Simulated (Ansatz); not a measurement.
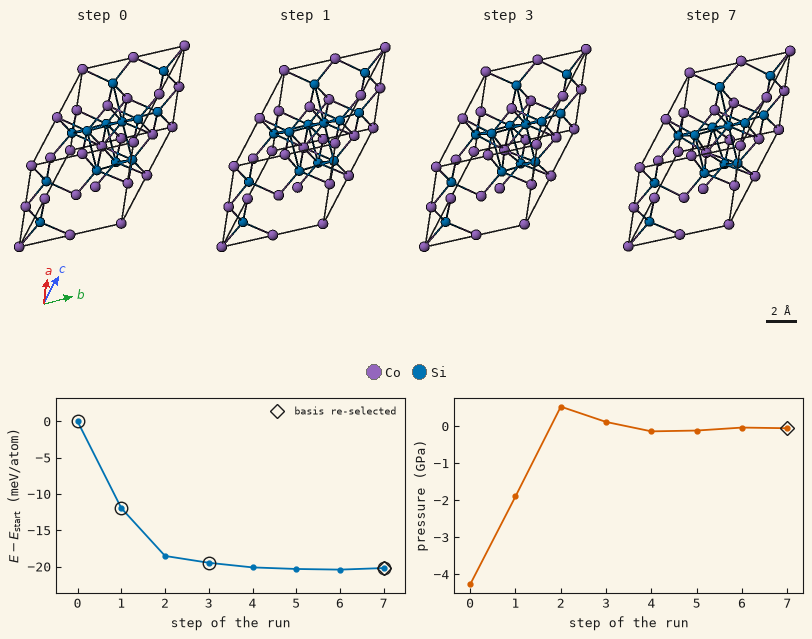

Frames of a relaxation of a crystal of Co8Si13 (a generated structure, set up in P1) (coarse preliminary run), marked on the history of the run. Style: ball-and-stick. Shown: the cell of the calculation, reduced to other axes (origin shifted), from a free direction. Lengths and directions refer to the drawn axes.

Case: 3 of 16 Si atoms taken out at random.

Level of theory: DFT PBE, scalar-relativistic, plane waves, PAW in Ansatz.

Input
```yaml
crystal:
  lattice:
    - [5.3598438608, 0.0, 5.3598438608]
    - [5.3598438608, 5.3598438608, 0.0]
    - [0.0, 5.3598438608, 5.3598438608]
  atoms:
    - { symbol: Co, position: [0.9996072327, 0.9970884385, 0.5035006309], spin: 3.0 }
    - { symbol: Co, position: [0.0061093023, 0.4964755139, 0.499918353], spin: 3.0 }
    - { symbol: Co, position: [0.4975077664, 0.0015092334, 0.5022266209], spin: 3.0 }
    - { symbol: Co, position: [0.4965949047, 0.496806775, 0.5047449773], spin: 3.0 }
    - { symbol: Co, position: [0.9963279591, 0.9964144659, 0.0012135587], spin: 3.0 }
    - { symbol: Co, position: [0.002364798, 0.4949229248, 0.9991104946], spin: 3.0 }
    - { symbol: Co, position: [0.4950925657, 0.9992484257, 0.0041905236], spin: 3.0 }
    - { symbol: Co, position: [0.5008291859, 0.4964711052, 0.9998372932], spin: 3.0 }
    - { symbol: Si, position: [0.1281960912, 0.6205762133, 0.1273325011] }
    - { symbol: Si, position: [0.6226140062, 0.1297886928, 0.1240679089] }
    - { symbol: Si, position: [0.6208412042, 0.6293094975, 0.1232853037] }
    - { symbol: Si, position: [0.1298500345, 0.1201113904, 0.6252083433] }
    - { symbol: Si, position: [0.1301357866, 0.6227531777, 0.6232716625] }
    - { symbol: Si, position: [0.6245986318, 0.6314961622, 0.6224857225] }
    - { symbol: Si, position: [0.3738210773, 0.378956267, 0.3726710754] }
    - { symbol: Si, position: [0.3771346033, 0.8790547258, 0.3733914591] }
    - { symbol: Si, position: [0.8743606483, 0.3751967193, 0.3749013344] }
    - { symbol: Si, position: [0.8766514296, 0.8731652801, 0.3696153462] }
    - { symbol: Si, position: [0.3727569746, 0.3748713861, 0.8760760133] }
    - { symbol: Si, position: [0.8750105825, 0.3734578248, 0.8771228135] }
    - { symbol: Si, position: [0.8735458919, 0.8746708636, 0.8738233085] }
  symmetry: { detect: false }
basis:
  ecutwfc: 420
kpoints:
  mp_grid: { grid: [2, 2, 2], shift: [0.5, 0.5, 0.5] }
hamiltonian:
  xc: pbe
scf:
  occupations: { method: gaussian, width: 0.1 }
  lower_state_search: "off"
output:
  forces: true
  stress: true
  eigenvalues: true
  populations: true
magnetization:
  spin_polarized: true
relax:
  adjacent_minimum: "off"
  f_tol: 0.04
  max_steps: 50
  cell: { stress_tol: 0.3 }
```

Command:
```bash
ansatz run input.yaml --threads 4 --pin off --max-ram 9216MiB --backend cpu --events-out ev --progress --plain --runs-dir out
```

Q: What happens along the run?

A: Over 6 accepted moves (7 points after the start) the energy falls by 20.2 meV per atom. The largest force component goes from 0.57 to 0.027 eV/Å. Pressure: −4.27 GPa at the start and −0.05 GPa at the end. At 1 point the geometry stayed and the basis and grid were re-selected for the new cell (energy shift of 0.2 meV per atom at most each time). The largest move relative to the cell is that of Co8, 0.32 Å along [−1 −1 −1]. By element the largest moves are Co 0.32 Å, Si 0.11 Å. The volume changes by −4.5 %, with a 7.580 → 7.364 Å (−2.8 %), b 7.580 → 7.446 Å (−1.8 %), c 7.580 → 7.449 Å (−1.7 %), α 60.0° → 60.9°, β 60.0° → 60.8°, γ 60.0° → 60.8°. Some distances before and after: Co8–Si10 2.269 → 2.487 Å, Si14–Si20 2.707 → 2.576 Å, Si9–Si21 2.724 → 2.608 Å, Si13–Si20 2.704 → 2.601 Å. Bond angles that change, for instance: Si18–Co5–Si21 110.5° → 107.2°, Si9–Co5–Si21 72.1° → 68.9°, Si9–Co5–Si10 112.0° → 108.8°. The space group (tolerance 0.01 Å) goes from P1 (No. 1) to Cm (No. 8). The program noted that the starting moments weren't kept. From step 0 to 1: Co8 moves most (0.04 Å), volume −2.1 %, energy −11.9 meV per atom. From step 1 to 3: Co8 moves most (0.15 Å), volume −2.2 %, energy −7.5 meV per atom. From step 3 to 7: Co8 moves most (0.13 Å), volume −0.2 %, energy −0.7 meV per atom.

Limits of the set-up: the k-point mesh is coarse for a cell with partly filled bands.
